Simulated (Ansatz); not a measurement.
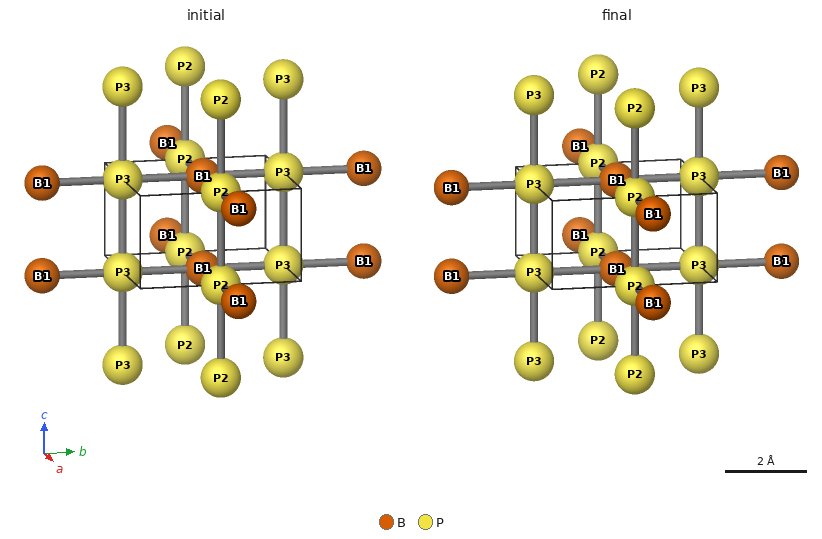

The structure of a crystal of BP$_{2}$ (a generated structure, set up in P4/mmm) before (left) and after (right) a relaxation, at one scale.

The picture is a ball-and-stick view of the cell of the calculation, seen slightly off an axis.

Theory: DFT PBE, scalar-relativistic, plane waves, PAW (Ansatz). Set-up: plane-wave cutoff 420 eV; k-point mesh 12 × 12 × 20; occupations gaussian; smearing width 0.1 eV; no spin polarisation; cell and atoms relaxed; force threshold 0.01 eV/Å; at most 80 steps.

Q: What changed between the two?

A: No atom moves by more than 0.005 Å relative to the cell. The drawn cell changes as follows: a = b 4.076 → 4.182 Å (+2.6 %), c 2.344 → 2.242 Å (−4.3 %); the volume changes by +0.7 %. Among the contacts that change: P2–P2 2.344 → 2.242 Å, B1–P2 2.038 → 2.091 Å. The space group stays P4/mmm (No. 123). The energy falls by 87.5 meV per cell of the calculation in 5 accepted moves (6 points after the start). All forces vanish by symmetry, so only the cell relaxes. Pressure: 0.43 GPa at the start and 0.01 GPa at the end. At 1 point the geometry stayed and the basis and grid were re-selected for the new cell (energy shift of 0.4 meV per cell of the calculation at most each time).
